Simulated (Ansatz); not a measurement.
# Lithium, bcc under LDA: convergence with the plane-wave cutoff, part 1 of 2

A convergence test of the plane-wave cutoff. The geometry was relaxed under LDA beforehand and stays fixed; 9 values are run, from 150 to 800 eV. Wanted are the values from which on the energy stays within 10 and 1 meV/atom, and the pressure within 0.5 GPa, of the last run. Within the series other settings stay, but some runs also write fields, which adds to their time. Spin polarisation is left out.

Method: DFT LDA, plane waves with PAW, scalar-relativistic, in Ansatz 0.2.0.

### Step 1. The structure to begin with

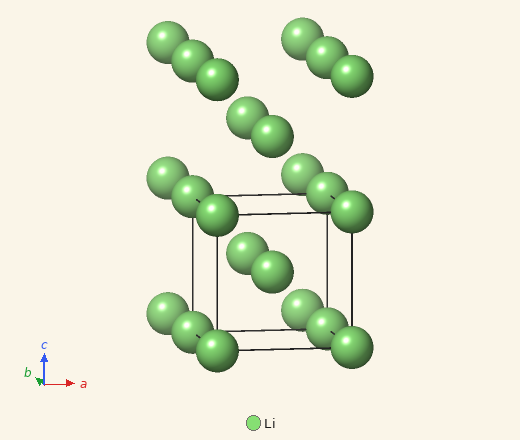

Start, viewed slightly off an axis; lithium green. 1×2×2 conventional cells are drawn; the run uses a primitive one. Any atoms on the faces are drawn again on the opposite ones.

As a file:

```
CELL_PARAMETERS angstrom
-1.68163 1.68163 1.68163
1.68163 -1.68163 1.68163
1.68163 1.68163 -1.68163
ATOMIC_POSITIONS crystal
Li 0.00000 0.00000 0.00000
```

### Step 2. A run at the usual settings, for scale

input.yaml

```yaml
crystal:
  lattice:
    - [-1.6816320888, 1.6816320888, 1.6816320888]
    - [1.6816320888, -1.6816320888, 1.6816320888]
    - [1.6816320888, 1.6816320888, -1.6816320888]
  atoms:
    - { symbol: Li, position: [0.0, 0.0, 0.0] }
hamiltonian:
  xc: lda
  pseudopotentials:
    kind: paw
    azcp:
      Li: "pseudopotentials/Li.paw.azcp"
basis:
  ecutwfc: 420
  fft_grid_basis: typed
kpoints:
  mp_grid: { grid: [22, 22, 22], shift: [0, 0, 0] }
magnetization:
  spin_polarized: false
scf:
  occupations: { method: fermi_dirac, width: 0.1 }
  lower_state_search: "off"
output:
  stress: true
  write_density: true
  write_potential: true
  elf: true
  volumetric_format: npy
```

Launch:

```console
$ ansatz run input.yaml --threads 2 --pin off --max-ram 5120MiB --backend cpu --events-out ev --progress --plain --runs-dir out
```

Standard output:

```text
Warning: <dir> the record states the generating functional pbe (its physics header spells it `PBE`), which answers neither for hamiltonian.xc's functional nor for the lda family's — results may be inconsistent (PPs are generated against a specific XC)
Warning: RAYON_NUM_THREADS=2 ignored (pool sized by the plan → 2); use --threads N
Engine: ansatz 0.2.0, x86_64-unknown-linux-gnu
Pseudopotentials: kind: paw
Pseudopotential: Li, paw, valence charge 3, recommended cutoff 420 eV (normal), <dir>
Functional definition: SPW92
  exchange = slater_x
  correlation = pw_c
Crystal: 1 atoms, lattice volume = 19.022 Å³
Basis set: ecut = 420 eV, 369 PW (Γ)
Bands: 6, of which v1, the nominal top of the filled ones, is band 2 counted from 1 (1 counted from 0)
Symmetry: 48 space group operations
Space group: Im-3m (ITA 229), of the structure as read, at distance tolerance 2.7e-5 Å
k-points: 328 of 10648
Non-local potential: Li, projectors of the file, l = 0: 3, l = 1: 2, l = 2: 1
PAW form: soft (Blöchl's): semilocal exchange-correlation on the pseudo side does not see the compensation charge
PAW one-centre angular grid: Li, 110 points (default); XC on 64 Gauss nodes
Initial density: superposition of atomic densities (neutral atoms: chi_scale 0, normalization atom), corrected by the library's trained network
Initial wavefunctions: pseudopotential atomic-orbital guess
Functional: x = slater, c = lda
SCF iter   1: F=—  HF=-201.652366 eV  |F-HF|=—  |Δ(HF+E_count)|=         —  Δρ=4.54e-3  dr2=1.06e-3  ethr=1.77e-3  ⟨swp⟩=3.3  Hψ=15026  notcnv=0
preconditioner: auto → none  [metal: Δε(μ)=0.015 eV  Ē_g=11.046 eV  σ=0.100 eV  W_gap=0.04  n_scr=0 (ndim 8)  ℏωp=8.5 eV  f_vac=0.000  D(μ)=0.48/eV (n_scr^D=0)]
SCF iter   2: F=—  HF=-201.648633 eV  |F-HF|=—  |Δ(HF+E_count)|=   3.73e-3  Δρ=1.77e-3  dr2=1.58e-4  ethr=3.54e-5  ⟨swp⟩=2.0  Hψ=5280  notcnv=0
SCF iter   3: F=—  HF=-201.648008 eV  |F-HF|=—  |Δ(HF+E_count)|=   6.26e-4  Δρ=6.89e-5  dr2=1.05e-6  ethr=5.27e-6  ⟨swp⟩=2.0  Hψ=2451  notcnv=0  defer=3
SCF iter   4: F=—  HF=-201.648008 eV  |F-HF|=—  |Δ(HF+E_count)|=   4.91e-7  Δρ=4.21e-6  dr2=3.38e-9  ethr=3.51e-8  ⟨swp⟩=1.0  Hψ=1948  notcnv=0  defer=3
iter 5 did not close the SCF: its close was put off for the readings that it lacked (scf_convergence_deferred on its scf_iter line)
SCF iter   5: F=-201.648008 eV  HF=-201.648008 eV  |F-HF|=1.36e-12  |Δ(HF+E_count)|=   1.62e-9  Δρ=1.01e-7  dr2=9.83e-13  ethr=1.13e-10  ⟨swp⟩=1.3  Hψ=2053  notcnv=0  defer=3
SCF iter   6: F=-201.648008 eV  HF=-201.648008 eV  |F-HF|=2.84e-14  |Δ(HF+E_count)|=  1.45e-12  Δρ=2.36e-9  dr2=3.33e-16  ethr=1.00e-12  ⟨swp⟩=2.7  Hψ=5840  notcnv=0
SCF 1 converged in 6 iterations: F = -201.648008 eV  dr2 = 3.33e-16
SCF converged after 6 iterations
Free energy (F): -201.648008 eV
Harris-Foulkes:  -201.648008 eV  (|F-HF|=2.84e-14)
Internal energy: -201.632248 eV  (E = F + TS)
E sigma→0 (E₀):  -201.640128 eV
Entropy (-TS):   -0.015760 eV (-15.760 meV/atom)
Fermi energy:    1.116864 eV
--- Per-component energies (eV) ---
  E_band       = -89.009003
  E_kinetic    = 21.391137
  E_local      = -129.805658  (includes V_loc(G=0)·N_el)
  E_nonlocal   = -33.061473
  E_hartree    = 38.371488
  E_xc         = -9.939776
  E_vxc        = -12.952801  (∫ρ·V_xc dr)
  E_paw        = -18.472622  (= ΣΔE_a)
  E_vpaw       = -11.323212  (= ΣTr[D̂ρ^β])
  E_aug_tail   = 0.000029  (compensation charges beyond the density's cutoff)
  E_ewald      = -70.115373
  E_smearing   = -0.015760  (= −TS)
  E_closure    = -0.000000  (closes the sum)
  Σ components = -201.648008   (vs F -201.648008, Δ=0.00e0)
--- Stress (GPa, compression-positive) ---
        0.001209       0.000000      -0.000000
       -0.000000       0.001209       0.000000
       -0.000000       0.000000       0.001209
  P = ⅓ Tr σ = 0.0012 GPa (0.012 kbar)
--- Band table (eV; the first three rows and the last of 328) ---
  k-point 0: bands = ["-44.3938", "-2.4744", "16.1103", "16.1103", "16.1103", "21.2680"]
  k-point 1: bands = ["-44.3933", "-2.4352", "15.8526", "15.8997", "16.0424", "20.5328"]
  k-point 2: bands = ["-44.3917", "-2.3174", "15.0607", "15.3848", "15.8432", "19.4944"]
  k-point 327: bands = ["-44.3477", "6.7679", "6.7679", "6.7679", "9.2445", "9.2445"]
```

Run time: 2.3 s. Hardware: 2 threads of Intel Xeon Platinum 8259CL at 2.50GHz (Skylake/Cascade Lake), shared host; peak memory 0.38 GiB.

### Step 3. With a cutoff of 150 eV

The run at 150 eV.

input.yaml: that of step 2 with these lines changed.

```diff
@@ -14,6 +14,6 @@
 basis:
-  ecutwfc: 420
+  ecutwfc: 150
   fft_grid_basis: typed
 kpoints:
-  mp_grid: { grid: [22, 22, 22], shift: [0, 0, 0] }
+  mp_grid: { grid: [13, 13, 13], shift: [0, 0, 0] }
 magnetization:
@@ -25,5 +25 @@
   stress: true
-  write_density: true
-  write_potential: true
-  elf: true
-  volumetric_format: npy
```

Launch:

```console
$ ansatz run input.yaml --threads 2 --pin off --max-ram 5120MiB --backend cpu --events-out ev --progress --plain --runs-dir out
```

Standard output:

```text
Warning: basis.ecutwfc = 150 eV is below the records' recommended 420 eV, and the density's cutoff is lower with it unless basis.ecutrho_ratio is high enough to keep the records' density cutoff: compare with a run at a higher cutoff
Warning: <dir> the record states the generating functional pbe (its physics header spells it `PBE`), which answers neither for hamiltonian.xc's functional nor for the lda family's — results may be inconsistent (PPs are generated against a specific XC)
Warning: RAYON_NUM_THREADS=2 ignored (pool sized by the plan → 2); use --threads N
[... 6 set-up lines as earlier in the session ...]
Crystal: 1 atoms, lattice volume = 19.022 Å³
Basis set: ecut = 150 eV, 79 PW (Γ)
Bands: 6, of which v1, the nominal top of the filled ones, is band 2 counted from 1 (1 counted from 0)
[... 2 set-up lines as earlier in the session ...]
k-points: 84 of 2197
[... 6 set-up lines as earlier in the session ...]
SCF iter   1: F=—  HF=-200.445837 eV  |F-HF|=—  |Δ(HF+E_count)|=         —  Δρ=1.73e-2  dr2=1.44e-2  ethr=1.77e-3  ⟨swp⟩=4.0  Hψ=3764  notcnv=0
preconditioner: auto → none  [metal: Δε(μ)=0.131 eV  Ē_g=11.028 eV  σ=0.100 eV  W_gap=0.30  n_scr=0 (ndim 8)  ℏωp=8.5 eV  f_vac=0.000  D(μ)=0.48/eV (n_scr^D=0)]
SCF iter   2: F=—  HF=-200.338333 eV  |F-HF|=—  |Δ(HF+E_count)|=   1.08e-1  Δρ=6.58e-3  dr2=1.82e-3  ethr=4.80e-4  ⟨swp⟩=2.0  Hψ=1639  notcnv=0
SCF iter   3: F=—  HF=-200.314351 eV  |F-HF|=—  |Δ(HF+E_count)|=   2.40e-2  Δρ=4.98e-4  dr2=2.24e-5  ethr=6.06e-5  ⟨swp⟩=2.0  Hψ=919  notcnv=0  defer=2
SCF iter   4: F=—  HF=-200.314348 eV  |F-HF|=—  |Δ(HF+E_count)|=   3.27e-6  Δρ=4.24e-5  dr2=1.27e-7  ethr=7.46e-7  ⟨swp⟩=1.0  Hψ=500  notcnv=0  defer=2
iter 5 did not close the SCF: its close was put off for the readings that it lacked (scf_convergence_deferred on its scf_iter line)
SCF iter   5: F=-200.314348 eV  HF=-200.314348 eV  |F-HF|=8.65e-11  |Δ(HF+E_count)|=   8.46e-8  Δρ=8.75e-7  dr2=1.11e-10  ethr=4.22e-9  ⟨swp⟩=2.2  Hψ=633  notcnv=0  defer=2
SCF iter   6: F=-200.314348 eV  HF=-200.314348 eV  |F-HF|=1.14e-13  |Δ(HF+E_count)|=  8.07e-11  Δρ=2.97e-8  dr2=1.48e-13  ethr=3.70e-12  ⟨swp⟩=1.0  Hψ=1305  notcnv=0
SCF 1 converged in 6 iterations: F = -200.314348 eV  dr2 = 1.48e-13
SCF converged after 6 iterations
Free energy (F): -200.314348 eV
Harris-Foulkes:  -200.314348 eV  (|F-HF|=1.14e-13)
Internal energy: -200.298506 eV  (E = F + TS)
E sigma→0 (E₀):  -200.306427 eV
Entropy (-TS):   -0.015842 eV (-15.842 meV/atom)
Fermi energy:    1.173944 eV
--- Per-component energies (eV) ---
  E_band       = -91.257098
  E_kinetic    = 22.302780
  E_local      = -128.757241  (includes V_loc(G=0)·N_el)
  E_nonlocal   = -31.340662
  E_hartree    = 37.716883
  E_xc         = -10.044320
  E_vxc        = -13.088764  (∫ρ·V_xc dr)
  E_paw        = -20.066063  (= ΣΔE_a)
  E_vpaw       = -15.812466  (= ΣTr[D̂ρ^β])
  E_aug_tail   = 0.005490  (compensation charges beyond the density's cutoff)
  E_ewald      = -70.115373
  E_smearing   = -0.015842  (= −TS)
  E_closure    = 0.000000  (closes the sum)
  Σ components = -200.314348   (vs F -200.314348, Δ=0.00e0)
--- Stress (GPa, compression-positive) ---
        0.556316       0.000000       0.000000
        0.000000       0.556316       0.000000
        0.000000       0.000000       0.556316
  P = ⅓ Tr σ = 0.5563 GPa (5.563 kbar)
```

Run time: 0.38 s. Hardware: 2 threads of Intel Xeon Platinum 8259CL at 2.50GHz (Skylake/Cascade Lake), shared host; peak memory 0.29 GiB.

### Step 4. With a cutoff of 200 eV

The run at 200 eV.

input.yaml: that of step 3 with these lines changed.

```diff
@@ -14,3 +14,3 @@
 basis:
-  ecutwfc: 150
+  ecutwfc: 200
   fft_grid_basis: typed
@@ -25 +25,5 @@
   stress: true
+  write_density: true
+  write_potential: true
+  elf: true
+  volumetric_format: npy
```

Launch:

```console
$ ansatz run input.yaml --threads 2 --pin off --max-ram 5120MiB --backend cpu --events-out ev --progress --plain --runs-dir out
```

Standard output:

```text
Warning: basis.ecutwfc = 200 eV is below the records' recommended 420 eV, and the density's cutoff is lower with it unless basis.ecutrho_ratio is high enough to keep the records' density cutoff: compare with a run at a higher cutoff
Warning: <dir> the record states the generating functional pbe (its physics header spells it `PBE`), which answers neither for hamiltonian.xc's functional nor for the lda family's — results may be inconsistent (PPs are generated against a specific XC)
Warning: RAYON_NUM_THREADS=2 ignored (pool sized by the plan → 2); use --threads N
[... 6 set-up lines as earlier in the session ...]
Crystal: 1 atoms, lattice volume = 19.022 Å³
Basis set: ecut = 200 eV, 135 PW (Γ)
Bands: 6, of which v1, the nominal top of the filled ones, is band 2 counted from 1 (1 counted from 0)
[... 2 set-up lines as earlier in the session ...]
k-points: 84 of 2197
[... 6 set-up lines as earlier in the session ...]
SCF iter   1: F=—  HF=-201.454946 eV  |F-HF|=—  |Δ(HF+E_count)|=         —  Δρ=6.35e-3  dr2=1.75e-3  ethr=1.77e-3  ⟨swp⟩=4.0  Hψ=3766  notcnv=0
preconditioner: auto → none  [metal: Δε(μ)=0.105 eV  Ē_g=11.046 eV  σ=0.100 eV  W_gap=0.24  n_scr=0 (ndim 8)  ℏωp=8.5 eV  f_vac=0.000  D(μ)=0.46/eV (n_scr^D=0)]
SCF iter   2: F=—  HF=-201.439250 eV  |F-HF|=—  |Δ(HF+E_count)|=   1.57e-2  Δρ=2.18e-3  dr2=1.74e-4  ethr=5.82e-5  ⟨swp⟩=2.3  Hψ=1344  notcnv=0
SCF iter   3: F=—  HF=-201.436298 eV  |F-HF|=—  |Δ(HF+E_count)|=   2.95e-3  Δρ=2.27e-4  dr2=5.16e-6  ethr=5.81e-6  ⟨swp⟩=2.0  Hψ=633  notcnv=0  defer=1
SCF iter   4: F=—  HF=-201.436297 eV  |F-HF|=—  |Δ(HF+E_count)|=   9.04e-7  Δρ=1.78e-5  dr2=2.17e-8  ethr=1.72e-7  ⟨swp⟩=1.0  Hψ=500  notcnv=0  defer=1
iter 5 did not close the SCF: its close was put off for the readings that it lacked (scf_convergence_deferred on its scf_iter line)
SCF iter   5: F=-201.436297 eV  HF=-201.436297 eV  |F-HF|=1.50e-11  |Δ(HF+E_count)|=   2.06e-8  Δρ=3.93e-7  dr2=1.91e-11  ethr=7.25e-10  ⟨swp⟩=2.3  Hψ=630  notcnv=0  defer=1
SCF iter   6: F=-201.436297 eV  HF=-201.436297 eV  |F-HF|=2.84e-14  |Δ(HF+E_count)|=  1.40e-11  Δρ=7.42e-9  dr2=4.54e-15  ethr=1.00e-12  ⟨swp⟩=2.6  Hψ=1497  notcnv=0
SCF 1 converged in 6 iterations: F = -201.436297 eV  dr2 = 4.54e-15
SCF converged after 6 iterations
Free energy (F): -201.436297 eV
Harris-Foulkes:  -201.436297 eV  (|F-HF|=2.84e-14)
Internal energy: -201.421005 eV  (E = F + TS)
E sigma→0 (E₀):  -201.428651 eV
Entropy (-TS):   -0.015292 eV (-15.292 meV/atom)
Fermi energy:    1.153420 eV
--- Per-component energies (eV) ---
  E_band       = -89.603061
  E_kinetic    = 21.636427
  E_local      = -129.820769  (includes V_loc(G=0)·N_el)
  E_nonlocal   = -32.563351
  E_hartree    = 38.368099
  E_xc         = -9.929863
  E_vxc        = -12.939809  (∫ρ·V_xc dr)
  E_paw        = -19.000306  (= ΣΔE_a)
  E_vpaw       = -12.655888  (= ΣTr[D̂ρ^β])
  E_aug_tail   = 0.004130  (compensation charges beyond the density's cutoff)
  E_ewald      = -70.115373
  E_smearing   = -0.015292  (= −TS)
  E_closure    = 0.000000  (closes the sum)
  Σ components = -201.436297   (vs F -201.436297, Δ=0.00e0)
--- Stress (GPa, compression-positive) ---
        0.124275      -0.000000       0.000000
        0.000000       0.124275      -0.000000
        0.000000      -0.000000       0.124275
  P = ⅓ Tr σ = 0.1243 GPa (1.243 kbar)
--- Band table (eV; the first three rows and the last of 84) ---
  k-point 0: bands = ["-44.7402", "-2.4659", "16.1111", "16.1111", "16.1111", "21.2747"]
  k-point 1: bands = ["-44.7375", "-2.3526", "15.3610", "15.5648", "15.9190", "19.7701"]
  k-point 2: bands = ["-44.7124", "-2.0079", "13.2995", "14.5047", "15.3921", "18.4758"]
  k-point 83: bands = ["-44.6486", "5.9918", "6.8454", "6.8454", "9.3235", "10.1401"]
```

Wall time 0.58 s (2 threads of Intel Xeon Platinum 8259CL at 2.50GHz (Skylake/Cascade Lake), shared host); peak memory 0.28 GiB.

### Step 5. With a cutoff of 250 eV

The run at 250 eV.

input.yaml: that of step 4 with these lines changed.

```diff
@@ -14,3 +14,3 @@
 basis:
-  ecutwfc: 200
+  ecutwfc: 250
   fft_grid_basis: typed
```

Launch:

```console
$ ansatz run input.yaml --threads 2 --pin off --max-ram 5120MiB --backend cpu --events-out ev --progress --plain --runs-dir out
```

Standard output:

```text
Warning: basis.ecutwfc = 250 eV is below the records' recommended 420 eV, and the density's cutoff is lower with it unless basis.ecutrho_ratio is high enough to keep the records' density cutoff: compare with a run at a higher cutoff
Warning: <dir> the record states the generating functional pbe (its physics header spells it `PBE`), which answers neither for hamiltonian.xc's functional nor for the lda family's — results may be inconsistent (PPs are generated against a specific XC)
Warning: RAYON_NUM_THREADS=2 ignored (pool sized by the plan → 2); use --threads N
[... 6 set-up lines as earlier in the session ...]
Crystal: 1 atoms, lattice volume = 19.022 Å³
Basis set: ecut = 250 eV, 177 PW (Γ)
Bands: 6, of which v1, the nominal top of the filled ones, is band 2 counted from 1 (1 counted from 0)
[... 2 set-up lines as earlier in the session ...]
k-points: 84 of 2197
[... 6 set-up lines as earlier in the session ...]
SCF iter   1: F=—  HF=-201.630355 eV  |F-HF|=—  |Δ(HF+E_count)|=         —  Δρ=4.60e-3  dr2=1.01e-3  ethr=1.77e-3  ⟨swp⟩=4.0  Hψ=3813  notcnv=0
preconditioner: auto → none  [metal: Δε(μ)=0.022 eV  Ē_g=11.049 eV  σ=0.100 eV  W_gap=0.06  n_scr=0 (ndim 8)  ℏωp=8.5 eV  f_vac=0.000  D(μ)=0.45/eV (n_scr^D=0)]
SCF iter   2: F=—  HF=-201.625062 eV  |F-HF|=—  |Δ(HF+E_count)|=   5.29e-3  Δρ=1.69e-3  dr2=1.30e-4  ethr=3.38e-5  ⟨swp⟩=2.1  Hψ=1286  notcnv=0
SCF iter   3: F=—  HF=-201.624131 eV  |F-HF|=—  |Δ(HF+E_count)|=   9.31e-4  Δρ=9.51e-5  dr2=1.55e-6  ethr=4.34e-6  ⟨swp⟩=2.0  Hψ=632  notcnv=0  defer=1
SCF iter   4: F=—  HF=-201.624130 eV  |F-HF|=—  |Δ(HF+E_count)|=   8.45e-7  Δρ=4.47e-6  dr2=2.73e-9  ethr=5.17e-8  ⟨swp⟩=1.0  Hψ=500  notcnv=0  defer=1
iter 5 did not close the SCF: its close was put off for the readings that it lacked (scf_convergence_deferred on its scf_iter line)
SCF iter   5: F=-201.624130 eV  HF=-201.624130 eV  |F-HF|=8.53e-14  |Δ(HF+E_count)|=   1.09e-9  Δρ=1.85e-8  dr2=2.45e-14  ethr=9.10e-11  ⟨swp⟩=2.0  Hψ=627  notcnv=0  defer=1
SCF iter   6: F=-201.624130 eV  HF=-201.624130 eV  |F-HF|=5.68e-14  |Δ(HF+E_count)|=  1.82e-12  Δρ=1.35e-9  dr2=1.34e-16  ethr=1.00e-12  ⟨swp⟩=2.1  Hψ=1445  notcnv=0
SCF 1 converged in 6 iterations: F = -201.624130 eV  dr2 = 1.34e-16
SCF converged after 6 iterations
Free energy (F): -201.624130 eV
Harris-Foulkes:  -201.624130 eV  (|F-HF|=5.68e-14)
Internal energy: -201.608975 eV  (E = F + TS)
E sigma→0 (E₀):  -201.616553 eV
Entropy (-TS):   -0.015155 eV (-15.155 meV/atom)
Fermi energy:    1.147302 eV
--- Per-component energies (eV) ---
  E_band       = -89.122244
  E_kinetic    = 21.433922
  E_local      = -129.858054  (includes V_loc(G=0)·N_el)
  E_nonlocal   = -32.942393
  E_hartree    = 38.400253
  E_xc         = -9.931176
  E_vxc        = -12.941580  (∫ρ·V_xc dr)
  E_paw        = -18.596516  (= ΣΔE_a)
  E_vpaw       = -11.615007  (= ΣTr[D̂ρ^β])
  E_aug_tail   = 0.000362  (compensation charges beyond the density's cutoff)
  E_ewald      = -70.115373
  E_smearing   = -0.015155  (= −TS)
  E_closure    = 0.000000  (closes the sum)
  Σ components = -201.624130   (vs F -201.624130, Δ=0.00e0)
--- Stress (GPa, compression-positive) ---
       -0.009465       0.000000       0.000000
       -0.000000      -0.009465      -0.000000
       -0.000000      -0.000000      -0.009465
  P = ⅓ Tr σ = -0.0095 GPa (-0.095 kbar)
--- Band table (eV; the first three rows and the last of 84) ---
  k-point 0: bands = ["-44.4538", "-2.4729", "16.1174", "16.1174", "16.1174", "21.2716"]
  k-point 1: bands = ["-44.4515", "-2.3600", "15.3668", "15.5702", "15.9245", "19.7705"]
  k-point 2: bands = ["-44.4426", "-2.0202", "13.2890", "14.5081", "15.4004", "18.4746"]
  k-point 83: bands = ["-44.4043", "5.9916", "6.8459", "6.8459", "9.3232", "10.1395"]
```

Run time: 0.69 s. Hardware: 2 threads of Intel Xeon Platinum 8259CL at 2.50GHz (Skylake/Cascade Lake), shared host; peak memory 0.31 GiB.

### Step 6. With a cutoff of 300 eV

The run at 300 eV.

input.yaml: that of step 5 with these lines changed.

```diff
@@ -14,3 +14,3 @@
 basis:
-  ecutwfc: 250
+  ecutwfc: 300
   fft_grid_basis: typed
@@ -25,5 +25 @@
   stress: true
-  write_density: true
-  write_potential: true
-  elf: true
-  volumetric_format: npy
```

Launch:

```console
$ ansatz run input.yaml --threads 2 --pin off --max-ram 5120MiB --backend cpu --events-out ev --progress --plain --runs-dir out
```

Standard output:

```text
Warning: basis.ecutwfc = 300 eV is below the records' recommended 420 eV, and the density's cutoff is lower with it unless basis.ecutrho_ratio is high enough to keep the records' density cutoff: compare with a run at a higher cutoff
Warning: <dir> the record states the generating functional pbe (its physics header spells it `PBE`), which answers neither for hamiltonian.xc's functional nor for the lda family's — results may be inconsistent (PPs are generated against a specific XC)
Warning: RAYON_NUM_THREADS=2 ignored (pool sized by the plan → 2); use --threads N
[... 6 set-up lines as earlier in the session ...]
Crystal: 1 atoms, lattice volume = 19.022 Å³
Basis set: ecut = 300 eV, 225 PW (Γ)
Bands: 6, of which v1, the nominal top of the filled ones, is band 2 counted from 1 (1 counted from 0)
[... 2 set-up lines as earlier in the session ...]
k-points: 84 of 2197
[... 6 set-up lines as earlier in the session ...]
SCF iter   1: F=—  HF=-201.651430 eV  |F-HF|=—  |Δ(HF+E_count)|=         —  Δρ=4.52e-3  dr2=1.04e-3  ethr=1.77e-3  ⟨swp⟩=4.1  Hψ=3843  notcnv=0
preconditioner: auto → none  [metal: Δε(μ)=0.023 eV  Ē_g=11.048 eV  σ=0.100 eV  W_gap=0.06  n_scr=0 (ndim 8)  ℏωp=8.5 eV  f_vac=0.000  D(μ)=0.45/eV (n_scr^D=0)]
SCF iter   2: F=—  HF=-201.647506 eV  |F-HF|=—  |Δ(HF+E_count)|=   3.92e-3  Δρ=1.76e-3  dr2=1.53e-4  ethr=3.46e-5  ⟨swp⟩=2.1  Hψ=1286  notcnv=0
SCF iter   3: F=—  HF=-201.646833 eV  |F-HF|=—  |Δ(HF+E_count)|=   6.73e-4  Δρ=6.97e-5  dr2=1.12e-6  ethr=5.09e-6  ⟨swp⟩=2.0  Hψ=631  notcnv=0  defer=1
SCF iter   4: F=—  HF=-201.646833 eV  |F-HF|=—  |Δ(HF+E_count)|=   6.25e-8  Δρ=4.73e-6  dr2=2.54e-9  ethr=3.75e-8  ⟨swp⟩=1.0  Hψ=504  notcnv=0  defer=1
iter 5 did not close the SCF: its close was put off for the readings that it lacked (scf_convergence_deferred on its scf_iter line)
SCF iter   5: F=-201.646833 eV  HF=-201.646833 eV  |F-HF|=2.79e-12  |Δ(HF+E_count)|=  6.94e-11  Δρ=1.60e-7  dr2=2.40e-12  ethr=8.46e-11  ⟨swp⟩=2.3  Hψ=636  notcnv=0  defer=1
SCF iter   6: F=-201.646833 eV  HF=-201.646833 eV  |F-HF|=2.84e-14  |Δ(HF+E_count)|=  1.56e-12  Δρ=1.58e-9  dr2=1.46e-16  ethr=1.00e-12  ⟨swp⟩=1.0  Hψ=1252  notcnv=0
SCF 1 converged in 6 iterations: F = -201.646833 eV  dr2 = 1.46e-16
SCF converged after 6 iterations
Free energy (F): -201.646833 eV
Harris-Foulkes:  -201.646833 eV  (|F-HF|=2.84e-14)
Internal energy: -201.631683 eV  (E = F + TS)
E sigma→0 (E₀):  -201.639258 eV
Entropy (-TS):   -0.015150 eV (-15.150 meV/atom)
Fermi energy:    1.145434 eV
--- Per-component energies (eV) ---
  E_band       = -89.025513
  E_kinetic    = 21.396088
  E_local      = -129.818787  (includes V_loc(G=0)·N_el)
  E_nonlocal   = -33.042923
  E_hartree    = 38.378524
  E_xc         = -9.938212
  E_vxc        = -12.950763  (∫ρ·V_xc dr)
  E_paw        = -18.491720  (= ΣΔE_a)
  E_vpaw       = -11.366897  (= ΣTr[D̂ρ^β])
  E_aug_tail   = 0.000720  (compensation charges beyond the density's cutoff)
  E_ewald      = -70.115373
  E_smearing   = -0.015150  (= −TS)
  E_closure    = 0.000000  (closes the sum)
  Σ components = -201.646833   (vs F -201.646833, Δ=0.00e0)
--- Stress (GPa, compression-positive) ---
       -0.011100       0.000000      -0.000000
        0.000000      -0.011100      -0.000000
        0.000000      -0.000000      -0.011100
  P = ⅓ Tr σ = -0.0111 GPa (-0.111 kbar)
```

Wall time 0.52 s (2 threads of Intel Xeon Platinum 8259CL at 2.50GHz (Skylake/Cascade Lake), shared host); peak memory 0.3 GiB.

(Continued in part 2 of 2.)
